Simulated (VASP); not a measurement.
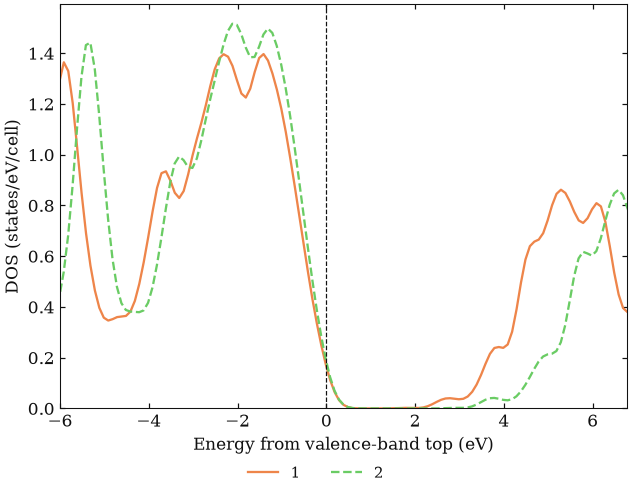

Total densities of states of zincblende GaN, space group F-43m, 2 atoms in the primitive cell (cubic a = 4.495 Å), by two methods on the same cell. The DOS curves are built from the levels of the k mesh with Gaussians 0.55 eV wide, which also blur the band edges; ripples of that width can come from the mesh. Each is counted from its own valence-band top.

Q: Which curve is which? The methods: TB-mBJ, PBE.

A: 1 is PBE; 2 is TB-mBJ. PBE gives a gap of 1.78 eV and TB-mBJ gives a gap of 2.91 eV.

Settings. PBE: VASP PAW PBE potentials, release 64 (Ga_d, N), no spin polarisation, no spin-orbit coupling, 10×10×10 k mesh, 520 eV cutoff, Gaussian smearing of 0.03 eV (VASP 6.6.1). TB-mBJ: VASP PAW PBE potentials, release 64 (Ga_d, N), no spin polarisation, no spin-orbit coupling, 10×10×10 k mesh, 520 eV cutoff, Gaussian smearing of 0.03 eV (VASP).

Gaps are the smallest over all k points computed. The usual form of GaN is wurtzite. The cell was derived from a database entry in an earlier step, so it needn't be the measured one. LDA, GGA and most meta-GGA functionals understate gaps. TB-mBJ: the PAW data sets were made with another functional. TB-mBJ: this is a model potential built to give gaps, with no total energy. The cell is at 7 GPa in PBE.
